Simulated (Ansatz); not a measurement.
Run report: La2O3, geometry relaxation (part 2 of 2)

The same run, continued: La2O3 (5 atoms in the cell); DFT PBE, scalar-relativistic, plane waves, PAW, no spin polarisation (Ansatz 0.2.0); cutoff 420 eV, 6×6×8 k-mesh, Gaussian smearing of 0.02 eV. The structure derives from an entry of the Crystallography Open Database.

Geometry of the input (Å; fractional positions):
```
6.3573  0.0000  0.0000
-3.1786  5.5056  0.0000
0.0000  0.0000  3.2882
La 0.3333  0.6667  0.4977
La 0.6667  0.3333  0.5023
O  0.5005  0.5005  0.0000
O  0.4995  0.0000  0.0000
O  -0.0000  0.4995  0.0000
```

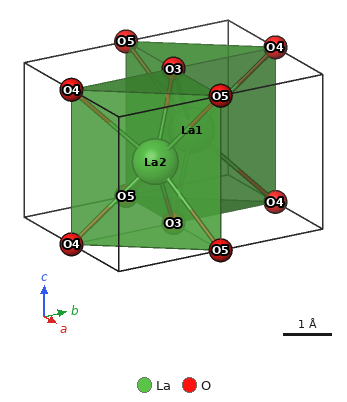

Fig. 1: The geometry at step 3 of the log (polyhedral view of the cell of the calculation, seen slightly off an axis; polyhedra are completed across the faces of the cell; atoms are numbered from 1 in the order of the input).

The program's output, continued
```
SCF iter   1: F=—  HF=-14211.020051 eV  |F-HF|=—  |Δ(HF+E_count)|=         —  Δρ=3.24e-4  dr2=5.72e-5  ethr=1.41e-7  ⟨swp⟩=3.9  Hψ=8469  notcnv=0
preconditioner: auto → Resta (q_TF=auto, 2.286 Å⁻¹)  ε∞=3.9  [insulator: Δε(μ)=1.622 eV  Ē_g=12.184 eV  σ=0.020 eV  W_gap=1.00  n_scr=32 (ndim 8)  ℏωp=20.7 eV  f_vac=0.253  D(μ)=0.00/eV (n_scr^D=0)  ε∞_Penn≈3.9]
SCF iter   2: F=—  HF=-14211.020019 eV  |F-HF|=—  |Δ(HF+E_count)|=   3.19e-5  Δρ=1.66e-4  dr2=1.64e-5  ethr=1.41e-7  ⟨swp⟩=1.0  Hψ=1100  notcnv=0
SCF iter   3: F=—  HF=-14211.020015 eV  |F-HF|=—  |Δ(HF+E_count)|=   4.08e-6  Δρ=1.30e-5  dr2=1.18e-7  ethr=4.11e-8  ⟨swp⟩=2.2  Hψ=1845  notcnv=0
SCF iter   4: F=—  HF=-14211.020014 eV  |F-HF|=—  |Δ(HF+E_count)|=   1.51e-6  Δρ=1.16e-5  dr2=1.39e-7  ethr=2.17e-11  ⟨swp⟩=10.1  Hψ=6656  notcnv=0
SCF iter   5: F=-14211.020013 eV  HF=-14211.020013 eV  |F-HF|=2.90e-9  |Δ(HF+E_count)|=   2.40e-8  Δρ=2.36e-6  dr2=7.21e-9  ethr=2.17e-11  ⟨swp⟩=3.5  Hψ=4842  notcnv=0
SCF 5 converged in 5 iterations: F = -14211.020013 eV  dr2 = 7.21e-9
relax step   5: F+E_penalty+E_count = -14211.02001350 eV  Δ(F+E_penalty+E_count) = -1.029e-4 eV  max|allowed force component| = 6.725e-4 eV/Å  Δτ_max = 0.0057 Å  P = +0.001 GPa  Ω = 115.549 Å³  energy of the carried Pulay correction = -8.825e-4 eV  (5 SCF iters, dr2 threshold 8.69e-9 eV, accepted)
Initial wavefunctions: pseudopotential atomic-orbital guess (no wavefunctions were taken with the density)
iter 1 solved again at ethr=9.14e-8 eV; its pass at ethr=3.10e-3 eV (dr2=3.66e-5 eV) is discarded
SCF iter   1: F=—  HF=-14211.020781 eV  |F-HF|=—  |Δ(HF+E_count)|=         —  Δρ=5.05e-5  dr2=1.88e-7  ethr=9.14e-8  ⟨swp⟩=5.0  Hψ=9501  notcnv=0
preconditioner: auto → Resta (q_TF=auto, 2.286 Å⁻¹)  ε∞=3.9  [insulator: Δε(μ)=1.621 eV  Ē_g=12.183 eV  σ=0.020 eV  W_gap=1.00  n_scr=32 (ndim 8)  ℏωp=20.7 eV  f_vac=0.254  D(μ)=0.00/eV (n_scr^D=0)  ε∞_Penn≈3.9]
SCF iter   2: F=—  HF=-14211.020886 eV  |F-HF|=—  |Δ(HF+E_count)|=   1.05e-4  Δρ=2.49e-5  dr2=4.66e-8  ethr=4.71e-10  ⟨swp⟩=3.1  Hψ=2356  notcnv=0
SCF iter   3: F=—  HF=-14211.020923 eV  |F-HF|=—  |Δ(HF+E_count)|=   3.72e-5  Δρ=9.23e-6  dr2=1.44e-8  ethr=1.17e-10  ⟨swp⟩=3.0  Hψ=2012  notcnv=0
SCF iter   4: F=—  HF=-14211.020929 eV  |F-HF|=—  |Δ(HF+E_count)|=   5.83e-6  Δρ=1.55e-6  dr2=2.13e-9  ethr=3.59e-11  ⟨swp⟩=2.8  Hψ=1967  notcnv=0
SCF iter   5: F=—  HF=-14211.020929 eV  |F-HF|=—  |Δ(HF+E_count)|=   7.77e-8  Δρ=3.42e-7  dr2=4.61e-10  ethr=5.33e-12  ⟨swp⟩=2.0  Hψ=1491  notcnv=0
SCF iter   6: F=—  HF=-14211.020929 eV  |F-HF|=—  |Δ(HF+E_count)|=   2.63e-9  Δρ=1.48e-7  dr2=8.02e-11  ethr=1.15e-12  ⟨swp⟩=2.0  Hψ=1396  notcnv=0
SCF iter   7: F=-14211.020929 eV  HF=-14211.020929 eV  |F-HF|=9.09e-12  |Δ(HF+E_count)|=  1.38e-10  Δρ=3.35e-8  dr2=3.53e-12  ethr=1.00e-12  ⟨swp⟩=7.5  Hψ=4611  notcnv=0
SCF 6 converged in 7 iterations: F = -14211.020929 eV  dr2 = 3.53e-12
relax step   6: F+E_penalty+E_count = -14211.02092921 eV  Δ(F+E_penalty+E_count) = -9.157e-4 eV  max|allowed force component| = 6.607e-4 eV/Å  Δτ_max = 0.0000 Å  P = +0.015 GPa  Ω = 115.549 Å³  stress off target by 2.25e-2 GPa  SCF on the basis re-selected at this cell (its energy is not comparable with the rows above)  (7 SCF iters)
basis re-selected at this cell: Δ(F+E_penalty+E_count) = -9.157e-4 eV, ΔP = +0.015 GPa vs the last step (what re-selecting the basis moved, of the pressure what is left beyond the Pulay correction that the steps carried, after the strain that the cell walked since its last selection, with what the two solves' SCF thresholds leave and, on support functions, any second-order correction that the steps lacked; it is no measure of the basis error at this ecutwfc). This SCF's stress stands 2.25e-2 GPa from its target on what of the cell is left free (relax.cell.stress_tol is 5.00e-2 GPa) and its largest allowed force component is 6.61e-4 eV/Å (relax.f_tol is 5.00e-3 eV/Å): within both
SCF converged after 7 iterations
Free energy (F): -14211.020929 eV
Harris-Foulkes:  -14211.020929 eV  (|F-HF|=9.09e-12)
Internal energy: -14211.020929 eV  (E = F + TS)
E sigma→0 (E₀):  -14211.020929 eV
Fermi energy:    6.562296 eV
--- Per-component energies (eV) ---
  E_band       = -183.255963
  E_kinetic    = 910.418541
  E_local      = -2814.884232  (includes V_loc(G=0)·N_el)
  E_nonlocal   = 336.483962
  E_hartree    = 1100.231362
  E_xc         = -502.560536
  E_vxc        = -580.628599  (∫ρ·V_xc dr)
  E_paw        = -11307.649955  (= ΣΔE_a)
  E_vpaw       = -235.115479  (= ΣTr[D̂ρ^β])
  E_aug_tail   = 0.007201  (compensation charges beyond the density's cutoff)
  E_ewald      = -1933.067273
  E_smearing   = -0.000000  (= −TS)
  E_closure    = -0.000000  (closes the sum)
  Σ components = -14211.020929   (vs F -14211.020929, Δ=0.00e0)
--- Forces (eV/Å), atoms counted from 1 ---
  atom   1  La    -0.00000000    -0.00000000     0.00066066
  atom   2  La     0.00000000     0.00000000    -0.00066066
  atom   3  O     -0.00005870    -0.00010166    -0.00000000
  atom   4  O      0.00011739     0.00000000     0.00000000
  atom   5  O     -0.00005870     0.00010166     0.00000000
  max |Σ_I F_I| component: 1.15e-18 eV/Å
--- Stress (GPa, compression-positive) ---
        0.022533       0.000000      -0.000000
        0.000000       0.022533      -0.000000
       -0.000000      -0.000000       0.001238
  P = ⅓ Tr σ = 0.0154 GPa (0.154 kbar)
--- Band table (eV; the first three rows and the last of 44) ---
  k-point 0: bands = ["-24.8026", "-24.6130", "-11.6068", "-11.6068", "-10.0184", "-8.3471", "-8.3471", "-7.5902", "-7.2777", "-6.5853", "-6.5853", "2.6222", "3.7182", "3.7182", "3.9159", "3.9159", "4.7912", "4.7912", "5.0905", "5.3022", "7.3732", "9.2224", "9.6871", "9.6871", "10.4189"]
  k-point 1: bands = ["-24.7559", "-24.5729", "-11.4762", "-11.4762", "-10.4656", "-8.2870", "-8.2870", "-7.6984", "-7.2996", "-6.8238", "-6.8238", "3.1931", "3.7801", "3.7801", "3.9715", "3.9715", "4.4844", "4.4844", "4.9201", "5.1428", "7.8018", "9.4354", "9.7950", "9.7950", "10.3681"]
  k-point 2: bands = ["-24.6397", "-24.4736", "-11.3088", "-11.1017", "-11.1017", "-8.5778", "-8.1360", "-8.1360", "-7.4494", "-7.4494", "-6.8123", "3.6303", "3.6303", "3.9577", "3.9577", "4.1421", "4.3043", "4.3043", "4.3974", "5.2745", "8.7390", "9.8210", "9.9900", "9.9900", "10.1765"]
  k-point 43: bands = ["-24.3972", "-24.3972", "-11.6478", "-11.6478", "-10.1992", "-8.7488", "-8.3096", "-8.3096", "-7.8314", "-7.6091", "-7.6091", "3.0967", "3.7648", "3.7648", "4.0337", "4.0770", "4.0770", "4.1395", "5.0841", "5.0841", "10.0286", "10.0286", "10.1190", "10.1190", "10.1954"]
--- Relaxed structure (5 steps of the walk, 4 accepted, 1 SCFs on fresh bases) ---
  F+E_penalty+E_count = -14211.02092921 eV   max|allowed force component| = 6.607e-4 eV/Å   (the final SCF, on the basis selected at the relaxed cell)
  cell:  # Å, volume = 115.5489 Å³
    - [6.371311540190778, 2.8931007576597345e-11, -3.639124782196704e-19]
    - [-3.185655770120445, 5.517717649215706, 1.9084521301419217e-30]
    - [-1.8822886927765702e-19, -1.0867398834671399e-19, 3.2868307266252303]
  atoms:
    - { symbol: La, position: [0.33333333333333337, 0.6666666666666666, 0.49989779533774925] }
    - { symbol: La, position: [0.6666666666666666, 0.33333333333333337, 0.5001022046622505] }
    - { symbol: O, position: [0.5000152120207841, 0.5000152120207841, 2.9060690037257e-20] }
    - { symbol: O, position: [0.4999847879792158, 3.932731267671419e-21, -2.9060690037409375e-20] }
    - { symbol: O, position: [1.7437737381597376e-50, 0.4999847879792158, 1.5236829866638871e-31] }
```

Trajectory as extended XYZ (Å, eV, eV/Å), 6 frames, from step=1 to step=6
```
5
Lattice="6.3573 0.0000 0.0000 -3.1786 5.5056 0.0000 0.0000 0.0000 3.2882" Properties=species:S:1:pos:R:3:forces:R:3 step=1 energy=-14211.02014 pressure_GPa=0.31
La    0.0000    3.6704    1.6366    0.0000   0.0000   0.0154
La    3.1786    1.8352    1.6516    0.0000   0.0000  -0.0154
O     1.5909    2.7554    0.0000   -0.0018  -0.0031   0.0000
O     3.1756    0.0000    0.0000    0.0036   0.0000   0.0000
O    -1.5878    2.7501    0.0000   -0.0018   0.0031   0.0000
5
Lattice="6.3973 0.0000 0.0000 -3.1987 5.5402 0.0000 0.0000 0.0000 3.2792" Properties=species:S:1:pos:R:3:forces:R:3 step=2 energy=-14211.01653 pressure_GPa=-0.36 accepted=F
La    0.0000    3.6935    1.6339    0.0000   0.0000   0.0107
La    3.1987    1.8467    1.6453    0.0000   0.0000  -0.0107
O     1.5992    2.7698    0.0000    0.0002   0.0003   0.0000
O     3.1990    0.0000    0.0000   -0.0004   0.0000   0.0000
O    -1.5995    2.7704    0.0000    0.0002  -0.0003   0.0000
5
Lattice="6.3717 0.0000 0.0000 -3.1858 5.5180 0.0000 0.0000 0.0000 3.2867" Properties=species:S:1:pos:R:3:forces:R:3 step=3 energy=-14211.01991 pressure_GPa=-0.00
La    0.0000    3.6787    1.6369    0.0000   0.0000   0.0126
La    3.1858    1.8393    1.6498    0.0000   0.0000  -0.0126
O     1.5937    2.7603    0.0000   -0.0009  -0.0016   0.0000
O     3.1843    0.0000    0.0000    0.0018   0.0000   0.0000
O    -1.5922    2.7577    0.0000   -0.0009   0.0016   0.0000
5
Lattice="6.3718 0.0000 0.0000 -3.1859 5.5181 0.0000 0.0000 0.0000 3.2868" Properties=species:S:1:pos:R:3:forces:R:3 step=4 energy=-14211.01991 pressure_GPa=-0.01
La    0.0000    3.6787    1.6374    0.0000   0.0000   0.0118
La    3.1859    1.8394    1.6494    0.0000   0.0000  -0.0118
O     1.5936    2.7601    0.0000   -0.0008  -0.0013   0.0000
O     3.1846    0.0000    0.0000    0.0015   0.0000   0.0000
O    -1.5923    2.7580    0.0000   -0.0008   0.0013   0.0000
5
Lattice="6.3713 0.0000 0.0000 -3.1857 5.5177 0.0000 0.0000 0.0000 3.2868" Properties=species:S:1:pos:R:3:forces:R:3 step=5 energy=-14211.02001 pressure_GPa=0.00
La    0.0000    3.6785    1.6431    0.0000   0.0000   0.0007
La    3.1857    1.8392    1.6438    0.0000   0.0000  -0.0007
O     1.5929    2.7589    0.0000   -0.0001  -0.0001   0.0000
O     3.1856    0.0000    0.0000    0.0001   0.0000   0.0000
O    -1.5928    2.7588    0.0000   -0.0001   0.0001   0.0000
5
Lattice="6.3713 0.0000 0.0000 -3.1857 5.5177 0.0000 0.0000 0.0000 3.2868" Properties=species:S:1:pos:R:3:forces:R:3 step=6 energy=-14211.02093 pressure_GPa=0.02
La    0.0000    3.6785    1.6431    0.0000   0.0000   0.0007
La    3.1857    1.8392    1.6438    0.0000   0.0000  -0.0007
O     1.5929    2.7589    0.0000   -0.0001  -0.0001   0.0000
O     3.1856    0.0000    0.0000    0.0001   0.0000   0.0000
O    -1.5928    2.7588    0.0000   -0.0001   0.0001   0.0000
```

Summary

| quantity | value |
| --- | --- |
| outcome | converged |
| space group (tolerance 0.01 Å) | P-3m1 (164) → P6/mmm (191) |
| electrons treated | 40 |
| free energy | −14211.0209 eV |
| Fermi energy | 6.562 eV |
| gap on the k-point mesh | 1.62 eV |
| pressure | 0.02 GPa |
| final volume | 115.55 Å³ |
| largest force (length of the vector) at the end | 0.001 eV/Å |
| final cell | a = 6.371 Å, b = 6.371 Å, c = 3.287 Å, α = 90.00°, β = 90.00°, γ = 120.00° |
| hardware | 2 threads of Intel Xeon (Sapphire Rapids), 16 GiB of memory available, shared host |
| wall time | 29 s (CPU time 58 s) |
| peak memory | 0.51 GiB |
